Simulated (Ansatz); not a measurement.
Si (space group R-3, No. 148). Coordinates: the geometry relaxed with Ansatz 0.2.0, DFT PBE, scalar-relativistic, plane waves, PAW.

```cif
data_structure
_symmetry_space_group_name_H-M 'P 1'
_symmetry_Int_Tables_number 1
_cell_length_a 9.4442
_cell_length_b 9.4442
_cell_length_c 5.6625
_cell_angle_alpha 90.000
_cell_angle_beta 90.000
_cell_angle_gamma 120.000
_cell_volume 437.39
loop_
_atom_site_label
_atom_site_type_symbol
_atom_site_fract_x
_atom_site_fract_y
_atom_site_fract_z
_atom_site_occupancy
Si1 Si 0.93334 0.56478 0.08649 1
Si2 Si 0.73332 0.76856 0.24685 1
Si3 Si 0.00000 0.00000 0.71401 1
Si4 Si 0.70190 0.60001 0.58018 1
Si5 Si 0.56478 0.63143 0.91351 1
Si6 Si 0.96477 0.73332 0.75315 1
Si7 Si 0.00000 0.00000 0.28599 1
Si8 Si 0.10189 0.70190 0.41982 1
Si9 Si 0.60001 0.89811 0.41982 1
Si10 Si 0.39999 0.10189 0.58018 1
Si11 Si 0.66667 0.33333 0.04734 1
Si12 Si 0.36857 0.93334 0.91351 1
Si13 Si 0.23144 0.96477 0.24685 1
Si14 Si 0.63143 0.06666 0.08649 1
Si15 Si 0.66667 0.33333 0.61932 1
Si16 Si 0.76856 0.03523 0.75315 1
Si17 Si 0.26668 0.23144 0.75315 1
Si18 Si 0.06666 0.43522 0.91351 1
Si19 Si 0.33333 0.66667 0.38068 1
Si20 Si 0.03523 0.26668 0.24685 1
Si21 Si 0.89811 0.29810 0.58018 1
Si22 Si 0.29810 0.39999 0.41982 1
Si23 Si 0.33333 0.66667 0.95266 1
Si24 Si 0.43522 0.36857 0.08649 1
```

Bonds are taken as Si–Si below 2.7 Å; no other contact counts. The graph is simplified in the usual way: terminal and isolated atoms are pruned, two-connected atoms become edges.

What net does this leave?

The result is a binodal (4,4)-connected, three-periodic net: Si(6c) is a 4-connected node; Si(18f) is a 4-connected node, in the ratio 1:3. It is a single net, without interpenetration.

| node | links | point symbol | coordination sequence |
| --- | --- | --- | --- |
| Si(6c) | 4 | 5^3.6^3 | 4 12 24 51 72 109 |
| Si(18f) | 4 | 5^3.6.8^2 | 4 12 26 49 77 106 |

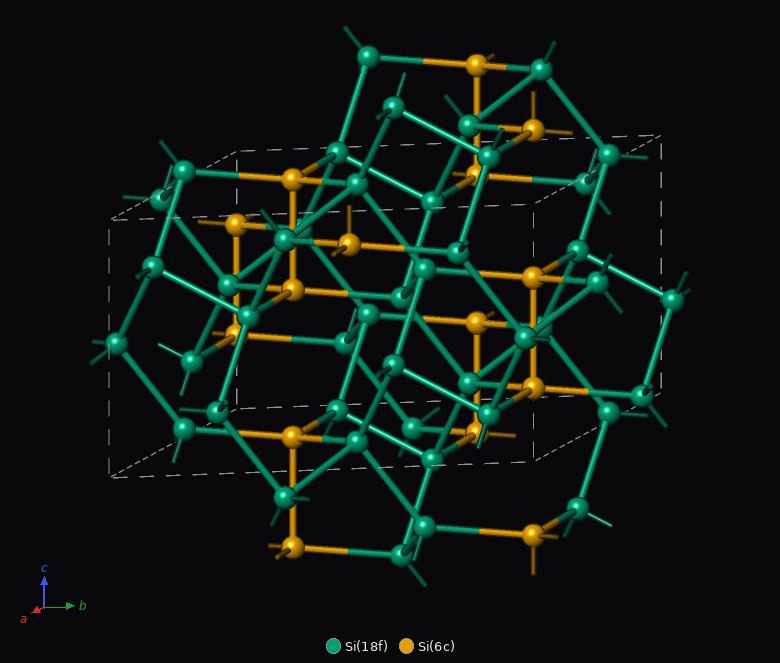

Nodes are coloured by topological kind. Edges to nodes outside the piece are drawn as stubs.
